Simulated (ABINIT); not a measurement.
## HfN: phonon calculation (part 1 of 2)

- system: HfN (F-43m, 2 atoms in the cell)
- method: Kohn-Sham DFT of a periodic cell, PBEsol, PseudoDojo NC SR PBEsol v0.4.1 standard, no spin polarisation (ABINIT 10.8.3)

The structure derives from a Materials Project entry.

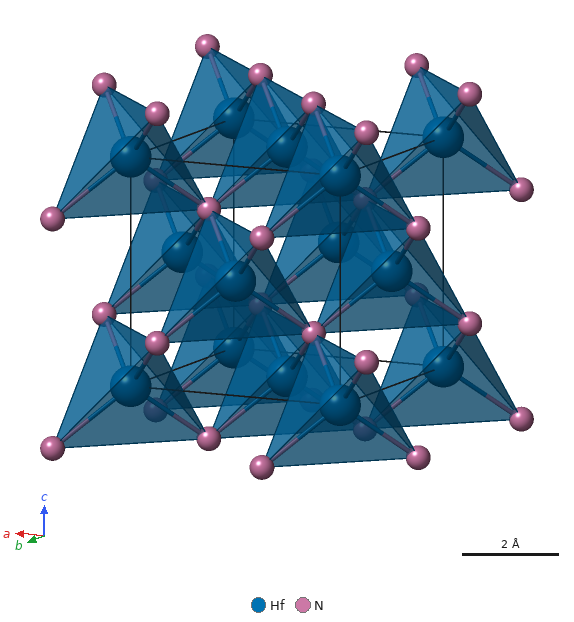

Fig. 1: The structure as given in the input (polyhedral view of the cell 4 times as large as that of the calculation, set on its symmetry axes, seen at an oblique angle; polyhedra are completed across the faces of the cell). An atom can appear more than once, as a periodic image.

**The input**
```
# Datasets
ndtset 2

# Pseudopotentials
pp_dirpath "./"
pseudos "Hf.upf, N.upf"

# Structure
acell 3*1.0 Angstrom
rprim
     0.0000000000     2.4548220000     2.4548220000
     2.4548220000     0.0000000000     2.4548220000
     2.4548220000     2.4548220000     0.0000000000
ntypat 2
znucl 72 7
natom 2
typat 1 2
xred
            0.0            0.0            0.0
            1/4            1/4            1/4

# Plane-wave basis
ecut 979.609905 eV

# k points
ngkpt 4 4 4
nshiftk 4
shiftk
     0.5000000000     0.5000000000     0.5000000000
     0.5000000000     0.0000000000     0.0000000000
     0.0000000000     0.5000000000     0.0000000000
     0.0000000000     0.0000000000     0.5000000000

# Exchange and correlation
ixc -116133

# Bands and occupations
nband 17
occopt 3
tsmear 0.00183747

# SCF cycle
nstep 80

# Output
prteig 0
prtebands 0
prtwf 0
prtden 0
prtpot 0

# Dataset 1: ground state
kptopt1 1
tolvrs1 1.0e-15
prtwf1 1
tolwfr1 1.0e-14
nbdbuf1 4
nline1 6

# Dataset 2: response at q = 0 to atomic displacements
rfphon2 1
rfatpol2 1 2
rfdir2 1 1 1
getwfk2 1
kptopt2 2
nqpt2 1
qpt2 0.0 0.0 0.0
tolvrs2 1.0e-8
```

**File mrgddb.in**
```
merged_DDB
HfN
2
runo_DS1_DDB
runo_DS2_DDB
```

**File anaddb.abi**
```
ddb_filepath "merged_DDB"
output_file "anaddb.abo"
outdata_prefix "ana"
asr 1
chneut 0
dipdip 0
dieflag 0
enunit 0
eivec 1
nph1l 1
qph1l 0.0 0.0 0.0 1.0
```

Hardware: 4 threads of Arm Neoverse V2, 24 GiB of memory available, shared host.

Launch command:
```bash
mpirun --bind-to none -np 4 abinit run.abi > log 2>&1
mrgddb < mrgddb.in > mrgddb.log 2>&1
anaddb anaddb.abi > anaddb.log 2>&1
```

**Log**
```
.Version 10.8.3 of ABINIT
 DATASET    1 : space group F-4 3 m (#216); Bravais cF (face-center cubic)
================================================================================
 Values of the parameters that define the memory need for DATASET  1.
     intxc =       0    ionmov =       0      iscf =       7    lmnmax =       8
     lnmax =       8     mgfft =      36  mpssoang =       4    mqgrid =    3001
     natom =       2  nloc_mem =       1    nspden =       1   nspinor =       1
    nsppol =       1      nsym =      24    n1xccc =    2501    ntypat =       2
    occopt =       3   xclevel =       2
       mpw =        2070          nfft =       46656          nkpt =          10
================================================================================
================================================================================

 DATASET    2 : space group F-4 3 m (#216); Bravais cF (face-center cubic)
================================================================================
 Values of the parameters that define the memory need for DATASET  2 (RF).
     intxc =       0      iscf =       7    lmnmax =       8     lnmax =       8
     mgfft =      36  mpssoang =       4    mqgrid =    3001     natom =       2
  nloc_mem =       1    nspden =       1   nspinor =       1    nsppol =       1
      nsym =      24    n1xccc =    2501    ntypat =       2    occopt =       3
   xclevel =       2
      nfft =       46656          nkpt =         128
================================================================================
================================================================================

--------------------------------------------------------------------------------
------------- Echo of variables that govern the present computation ------------
--------------------------------------------------------------------------------
 -outvars: echo values of preprocessed input variables --------
            acell      1.8897261259E+00  1.8897261259E+00  1.8897261259E+00 Bohr
              amu      1.78490000E+02  1.40067400E+01
             ecut      3.60000000E+01 Hartree
           getwfk1          0
           getwfk2          1
              ixc     -116133
           jdtset        1    2
                       outvar_i_n : Printing only first  50 k-points.
           kptopt1          1
           kptopt2          2
         kptrlatt        4   -4    4     -4    4    4     -4   -4    4
          kptrlen      3.71115301E+01
            natom           2
            nband1         17
            nband2         17
           nbdbuf1          4
           nbdbuf2          2
           ndtset           2
            ngfft          36      36      36
             nkpt1         10
             nkpt2        128
            nline1          6
            nline2          4
             nqpt1          0
             nqpt2          1
            nstep          80
             nsym          24
           ntypat           2
                       prtocc : prtvol=0, do not print more k-points.
           occopt           3
        optdriver1          0
        optdriver2          1
           prtden           0
        prtebands           0
           prteig           0
            prtwf1          1
            prtwf2          0
           rfphon1          0
           rfphon2          1
            rprim      0.0000000000E+00  2.4548220000E+00  2.4548220000E+00
                       2.4548220000E+00  0.0000000000E+00  2.4548220000E+00
                       2.4548220000E+00  2.4548220000E+00  0.0000000000E+00
           shiftk      5.00000000E-01  5.00000000E-01  5.00000000E-01
          spgroup         216
           tolvrs1     1.00000000E-15
           tolvrs2     1.00000000E-08
           tolwfr1     1.00000000E-14
           tolwfr2     0.00000000E+00
           tsmear      1.83747000E-03 Hartree
            typat      1  2
                       outvars : Printing only first  50 k-points.
           xangst      0.0000000000E+00  0.0000000000E+00  0.0000000000E+00
                       1.2274110000E+00  1.2274110000E+00  1.2274110000E+00
            xcart      0.0000000000E+00  0.0000000000E+00  0.0000000000E+00
                       2.3194706339E+00  2.3194706339E+00  2.3194706339E+00
             xred      0.0000000000E+00  0.0000000000E+00  0.0000000000E+00
                       2.5000000000E-01  2.5000000000E-01  2.5000000000E-01
            znucl       72.00000    7.00000

================================================================================

 chkinp: Checking input parameters for consistency, jdtset=   1.

 chkinp: Checking input parameters for consistency, jdtset=   2.

================================================================================
== DATASET  1 ==================================================================

--- !DatasetInfo
iteration_state: {dtset: 1, }
dimensions: {natom: 2, nkpt: 10, mband: 17, nsppol: 1, nspinor: 1, nspden: 1, mpw: 2070, }
cutoff_energies: {ecut:  36.0, pawecutdg:  -1.0, }
electrons: {nelect:   1.70000000E+01, charge:   0.00000000E+00, occopt:   3.00000000E+00, tsmear:   1.83747000E-03, }
meta: {optdriver: 0, ionmov: 0, optcell: 0, iscf: 7, paral_kgb: 0, }
...

 Real(R)+Recip(G) space primitive vectors, cartesian coordinates (Bohr,Bohr^-1):
 R(1)=  0.0000000  4.6389413  4.6389413  G(1)= -0.1077832  0.1077832  0.1077832
 R(2)=  4.6389413  0.0000000  4.6389413  G(2)=  0.1077832 -0.1077832  0.1077832
 R(3)=  4.6389413  4.6389413  0.0000000  G(3)=  0.1077832  0.1077832 -0.1077832
 Unit cell volume ucvol=  1.9965795E+02 bohr^3
 Angles (23,13,12)=  6.00000000E+01  6.00000000E+01  6.00000000E+01 degrees

 getcut: wavevector=  0.0000  0.0000  0.0000  ngfft=  36  36  36
         ecut(hartree)=     36.000   => boxcut(ratio)=   2.03167

--- Pseudopotential description ------------------------------------------------
- pspini: atom type   1  psp file is ./Hf.upf
  72.00000  12.00000  180301                  znucl, zion, pspdat
12 -116133 3 -1 1656                          pspcod,pspxc,lmax,lloc,mmax
     nproj     2     2     2     2

- pspini: atom type   2  psp file is ./N.upf
   7.00000   5.00000  180301                  znucl, zion, pspdat
12 -116133 1 -1 1058                          pspcod,pspxc,lmax,lloc,mmax
     nproj     2     2     0     0

   4.63350171E+02                                ecore*ucvol(ha*bohr**3)
--------------------------------------------------------------------------------

================================================================================

--- !BeginCycle
iteration_state: {dtset: 1, }
solver: {iscf: 7, nstep: 80, nline: 6, wfoptalg: 0, }
tolerances: {tolwfr: 1.00E-14, tolvrs: 1.00E-15, }
...

     iter   Etot(hartree)      deltaE(h)  residm     vres2
 ETOT  1  -66.607968623465    -6.661E+01 3.222E-02 8.932E+02
 ETOT  2  -66.454054459302     1.539E-01 3.114E-05 1.508E+03
 ETOT  3  -66.831105235645    -3.771E-01 6.240E-03 6.205E+00
 ETOT  4  -66.832715007765    -1.610E-03 1.940E-05 8.608E-02
 ETOT  5  -66.832737856200    -2.285E-05 7.656E-07 1.325E-02
 ETOT  6  -66.832741422528    -3.566E-06 6.596E-08 1.183E-04
 ETOT  7  -66.832741441005    -1.848E-08 3.652E-10 1.355E-05
 ETOT  8  -66.832741444828    -3.823E-09 8.774E-11 8.677E-08
 ETOT  9  -66.832741444855    -2.674E-11 3.896E-13 1.416E-09
 ETOT 10  -66.832741444857    -2.302E-12 9.616E-15 1.653E-11
 ETOT 11  -66.832741444855     1.890E-12 8.931E-15 1.557E-12
 ETOT 12  -66.832741444856    -7.532E-13 8.806E-15 2.907E-14
 ETOT 13  -66.832741444857    -9.948E-13 8.767E-15 1.362E-15
 ETOT 14  -66.832741444856     1.137E-12 8.755E-15 4.945E-19

 At SCF step   14  max residual=  8.75E-15 < tolwfr=  1.00E-14 AND vres2   =  4.95E-19 < tolvrs=  1.00E-15 =>converged.

 Cartesian components of stress tensor (hartree/bohr^3)
  sigma(1 1)=  1.89978319E-04  sigma(3 2)=  0.00000000E+00
  sigma(2 2)=  1.89978319E-04  sigma(3 1)=  0.00000000E+00
  sigma(3 3)=  1.89978319E-04  sigma(2 1)=  0.00000000E+00

--- !ResultsGS
iteration_state: {dtset: 1, }
comment   : Summary of ground state results
lattice_vectors:
- [  0.0000000,   4.6389413,   4.6389413, ]
- [  4.6389413,   0.0000000,   4.6389413, ]
- [  4.6389413,   4.6389413,   0.0000000, ]
lattice_lengths: [   6.56045,    6.56045,    6.56045, ]
lattice_angles: [ 60.000,  60.000,  60.000, ] # degrees, (23, 13, 12)
lattice_volume:   1.9965795E+02
convergence: {deltae:  1.137E-12, res2:  4.945E-19, residm:  8.755E-15, diffor: null, }
etotal    :  -6.68327414E+01
entropy   :   0.00000000E+00
fermie    :   3.71681657E-01
cartesian_stress_tensor: # hartree/bohr^3
- [  1.89978319E-04,   0.00000000E+00,   0.00000000E+00, ]
- [  0.00000000E+00,   1.89978319E-04,   0.00000000E+00, ]
- [  0.00000000E+00,   0.00000000E+00,   1.89978319E-04, ]
pressure_GPa:  -5.5894E+00
xred      :
- [  0.0000E+00,   0.0000E+00,   0.0000E+00, Hf]
- [  2.5000E-01,   2.5000E-01,   2.5000E-01,  N]
cartesian_forces: # hartree/bohr
- [ -2.90221957E-29,  -2.90221957E-29,   8.70665870E-29, ]
- [  2.90221957E-29,   2.90221957E-29,  -8.70665870E-29, ]
force_length_stats: {min:   9.62557336E-29, max:   9.62557336E-29, mean:   9.62557336E-29, }
...

 Integrated electronic density in atomic spheres:
 ------------------------------------------------
 Atom  Sphere_radius  Integrated_density
    1        2.00000          8.42031596
    2        2.00000          5.22049663
================================================================================

 ----iterations are completed or convergence reached----

 Mean square residual over all n,k,spin=   29.885E-16; max=  87.545E-16
 reduced coordinates (array xred) for    2 atoms
       0.000000000000      0.000000000000      0.000000000000
       0.250000000000      0.250000000000      0.250000000000
 rms dE/dt=  3.8080E-28; max dE/dt=  5.3853E-28; dE/dt below (all hartree)
    1       0.000000000000      0.000000000000      0.000000000000
    2       0.000000000000      0.000000000000     -0.000000000000

 cartesian coordinates (angstrom) at end:
    1      0.00000000000000     0.00000000000000     0.00000000000000
    2      1.22741100000000     1.22741100000000     1.22741100000000

 cartesian forces (hartree/bohr) at end:
    1     -0.00000000000000    -0.00000000000000     0.00000000000000
    2      0.00000000000000     0.00000000000000    -0.00000000000000
 frms,max,avg= 5.5573274E-29 8.7066587E-29   0.000E+00  0.000E+00  0.000E+00 h/b

 cartesian forces (eV/Angstrom) at end:
    1     -0.00000000000000    -0.00000000000000     0.00000000000000
    2      0.00000000000000     0.00000000000000    -0.00000000000000
 frms,max,avg= 2.8576926E-27 4.4771439E-27   0.000E+00  0.000E+00  0.000E+00 e/A
 length scales=  1.889726125908  1.889726125908  1.889726125908 bohr
              =  1.000000000000  1.000000000000  1.000000000000 angstroms
 Fermi (or HOMO) energy (hartree) =   0.37168   Average Vxc (hartree)=  -0.43278
 Eigenvalues (hartree) for nkpt=  10  k points:
 kpt#   1, nband= 17, wtk=  0.09375, kpt= -0.1250 -0.2500  0.0000 (reduced coord)
  -1.93000   -0.78211   -0.77656   -0.77637   -0.20334    0.13607    0.18078    0.18269
   0.39262    0.42741    0.45931    0.58304    0.60985    0.62961    0.72508    0.83235
   0.87154
      occupation numbers for kpt#   1
   2.00000    2.00000    2.00000    2.00000    2.00000    2.00000    2.00000    2.00000
   0.00002    0.00000    0.00000    0.00000    0.00000    0.00000    0.00000    0.00000
   0.00000
 prteigrs : prtvol=0 or 1, do not print more k-points.
```
